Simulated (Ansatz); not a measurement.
```
CELL_PARAMETERS angstrom
2.39683 -2.39683 0.00000
2.39683 2.39683 0.00000
0.00000 0.00000 5.03334
ATOMIC_POSITIONS crystal
Ti 0.00000 0.00000 0.00000
Ti 0.50000 0.50000 0.50000
O 0.00000 0.50000 0.25000
O 0.50000 0.00000 0.75000
O 0.50000 0.00000 0.25000
O 0.00000 0.50000 0.75000
```

Space group I4/mmm; started from the fluorite prototype, which need not be the ambient phase; changed on purpose from its base cell (uniaxial z strain +5.0%); computed pressure about −16 GPa in this cell; computed without spin polarisation.

Theory: DFT, HSE06, plane waves, PAW (Ansatz).

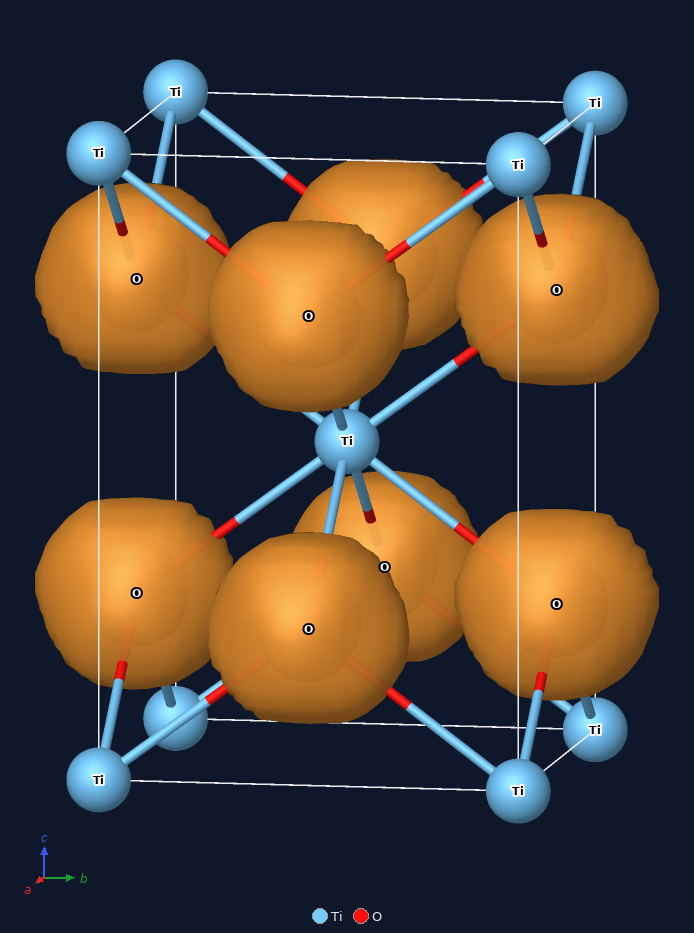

TiO2. Isosurface of the ELF at 0.75 (orange), seen slightly off an axis. Core shells and regions of very low density are left out. Sticks mark near contacts.

Core electrons are frozen (PAW), and the valence fields are smoothed inside the atomic spheres.

**Where are the electrons localised?**

At this value the surface marks out four regions wrapped around O (the valence shell of each), counted in one cell of 6 atoms. Regions shared between cells count once. Along the contacts the grid gives the following. Ti–O (2.11 Å): the ELF peaks at about 0.85 in the valence shell of O, 0.7 Å from its nucleus, and is about 0.25 at the midpoint (no localised pair shows between them).
